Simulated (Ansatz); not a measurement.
# Screening in AlN (F-43m), part 2 of 2

Wanted: ε∞ of AlN (F-43m) from perturbation theory, a sum over states and the RPA step of G0W0, with cost.

Ansatz 0.2.0; linear response on PBE, plane waves, PAW. Known limits of the many-body steps: not at the basis limit.

So far. Step 2 (Response to a homogeneous field): One over ε∞ averages 0.22, near the quarter of exact exchange in PBE0. Step 3 (Independent-particle spectrum): The sum gives ε∞ = 4.73 without local fields.

## 3. Independent-particle spectrum (continued)

Level of this step: independent-particle optics on PBE, plane waves, PAW; PAW set soft_1 (Ansatz).

Independent particles, no local fields, Gaussian width 0.2 eV. Table of ε₁, xx=yy=zz by photon energy:

```
photon energy (eV)  ε₁, xx=yy=zz
                 0          4.70
                 1          4.76
                 2          4.95
                 3          5.34
                 4          6.26
                 5          7.84
                 6          7.80
                 7          6.21
                 8          1.40
                 9          2.34
                10          1.69
                11          2.56
                12         0.553
                13         -2.66
                14         -1.81
                15         -2.22
                16         -1.40
                17         -1.04
                18        -0.786
                19        -0.405
                20        -0.209
                21       -0.0403
                22        0.0930
                23         0.209
                24         0.432
                25         0.374
```

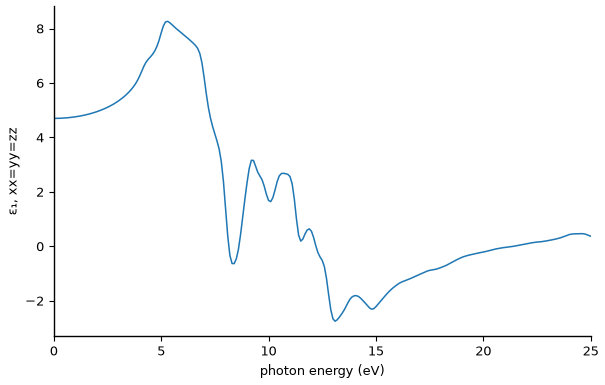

ε₁, xx=yy=zz, plotted against photon energy.

## 4. RPA screening from the G0W0 run

G0W0 replaces the xc potential by the self-energy, built once from these orbitals. Only a window of levels is corrected, while the sums run over the empty bands that the input names. This step takes PAW set soft_1 files.

This step: G0W0 on PBE, plane waves, PAW; PAW set soft_1.

input.yaml

```yaml
crystal:
  lattice:
    - [0.0, 2.1839935596, 2.1839935596]
    - [2.1839935596, 0.0, 2.1839935596]
    - [2.1839935596, 2.1839935596, 0.0]
  atoms:
    - { symbol: Al, position: [0.0, 0.0, 0.0] }
    - { symbol: "N", position: [0.75, 0.75, 0.75] }
kpoints:
  mp_grid: { grid: [6, 6, 6] }
hamiltonian:
  xc: pbe
  pseudopotentials: { kind: paw, azcp: { folder: soft_1 } }
scf:
  occupations: { method: fixed }
gw:
  n_empty_bands: 133
  ecut_chi: 200.0
  qp_bands: [v2, c2]
  qp_kpoints: band_edges
  screening: { model: contour_deformation }
```

On the command line:

```console
> ansatz run input.yaml --threads 3 --pin off --max-ram 92160MiB --backend cuda --events-out ev --progress --plain --runs-dir out --devices 1 --max-vram 13GiB
```

Numbers of over 12 decimals in the logs are rounded to 6 here.

What it wrote:

```text
GPUs: using 1 of 1 available (devices: 1).
[...]
GPU FFT provider: cuFFT
GPU libraries: cuBLAS 13.8.2, cuFFT 12.4.0, cuSOLVER 12.3.4
Crystal: 2 atoms, lattice volume = 20.835 Å³
Basis set: ecut = 420 eV, 411 PW (Γ)
Bands: 8, of which v1, the nominal top of the filled ones, is band 4 counted from 1 (3 counted from 0)
Symmetry: 24 space group operations
[...]
k-points: 16 of 216 (time reversal used)
[...]
1     6     18.6294    -6.9105    -5.3393   -13.1362  0.7962    19.5250    19.5157  root
[...]
12     3      5.1996   -21.2109     3.4234   -16.5476  0.7678     3.9394     3.9598  root
    12     4      5.1996   -21.2109     3.4234   -16.5476  0.7678     3.9394     3.9598  root
    12     5     10.2882    -5.8665    -3.9027   -10.1533  0.8303    10.6733    10.6723  root
    12     6     15.5843    -6.0620    -4.5408   -11.3011  0.8317    16.2866    16.2826  root
[key lines of the parts left out:]
SCF converged after 7 iterations
Free energy (F): -924.207667 eV
Fermi energy:    6.965493 eV
```

Run time: 20 s. Hardware: 1 × NVIDIA H100 80GB HBM3 (shared by 6 runs) with 3 threads of AMD EPYC 7R13 (Zen 3), shared host; peak memory 1 GiB.

Numbers from this step:

```
bands summed                                 : 137
RPA ε∞ on this mesh (eigenvalues)            : 4.393, 4.393, 4.393
plane waves in the screening matrix          : 137
G0W0 gap on the mesh                         : 4.777 eV
k of the valence top                         : 0, 0, 0
k of the conduction bottom                   : 0, -0.5, -0.5
starting gap on the mesh                     : 3.323 eV
least direct G0W0 gap on the computed points : 5.878 eV
```

The gap on the mesh goes from 3.32 eV to 4.78 eV, a correction of +1.45 eV. Between the two edge states, bare exchange in place of the xc potential would open the gap by 8.34 eV, and correlation takes back 6.89 eV.

Mean over the mesh in bins of 0.25 1/Å. Static inverse dielectric function, diagonal against length of q+G:

```
length of q+G (Å⁻¹)  static inverse dielectric function, diagonal
               0.44                                         0.269
               1.05                                         0.383
               1.49                                         0.487
               2.03                                         0.607
               2.48                                         0.698
               3.00                                         0.782
               3.51                                         0.840
               4.25                                         0.898
               4.77                                         0.928
               5.24                                         0.948
               5.76                                         0.964
               6.25                                         0.976
               6.76                                         0.984
               7.18                                         0.989
```

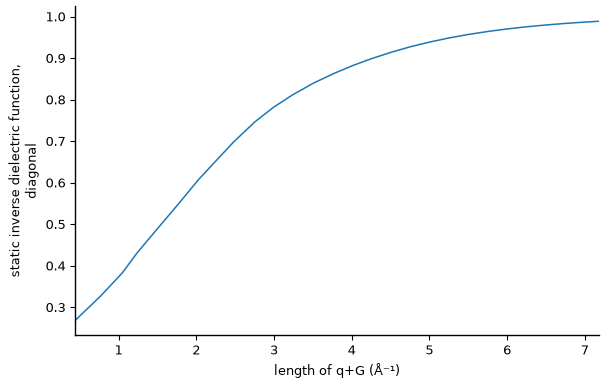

Static inverse dielectric function, diagonal, plotted against length of q+G.

## 5. The values together

Times are wall times on 1 × NVIDIA H100 80GB HBM3 (shared by 6 runs) with 3 threads of AMD EPYC 7R13 (Zen 3), shared host, good to a factor of about two.

```
                                          method                            mesh  ε∞, low  middle  high  mean   time
perturbation theory (local fields and xc kernel)  8×8×8 (response on 512 points)     4.58    4.58  4.58  4.58   13 s
               sum over states (no local fields)                        10×10×10     4.73    4.73  4.73  4.73  6.5 s
           RPA with local fields, on the GW mesh                           6×6×6     4.39    4.39  4.39  4.39   20 s
```

## 6. Results

- perturbation theory (local fields and xc kernel): 4.58, 4.58, 4.58
- sum over states (no local fields): 4.73, 4.73, 4.73
- RPA with local fields, on the GW mesh: 4.39, 4.39, 4.39

In words: Mean Born effective charge: Al1 2.54, N2 -2.54 e. Distinct peaks of the ε₂, xx=yy=zz stand at 7.9 and 11.3 eV; the one at 7.9 eV is strongest. The loss function, xx=yy=zz has its highest peak at 21.7 eV. The sum without local fields gives 4.73 in the mean against 4.58 by perturbation theory; local fields lower ε∞ and the xc kernel gives part of it back, though the sum also carries the error of its own mesh. The RPA values on the 6×6×6 mesh average 0.96 times those of perturbation theory (means 4.39 and 4.58). Without the xc kernel RPA should lie a little lower, as the mean does. PBE usually puts the gap too low, which tends to raise ε∞. Ions are clamped, so the lattice part of the static constant is not in these numbers.

[Paths, hosts, dates, memory and timing lines, banners, echoed tables and standing remarks are left out of the program output.]

[Logs are printed without paths, hosts, clocks, repeated set-up lines and the standing remarks that a program may print on its own settings, such as how far it seeks lower states.]

[Runs of the session that timed out or met a known fault of the program may be left out.]

[Cells called generated may have been cut or substituted from an entry of the Crystallography Open Database or the Materials Project.]

[Hosts, paths, dates, database ids (printed as entryN), source tags and the programs' standing remarks are cut or masked in the printed files.]
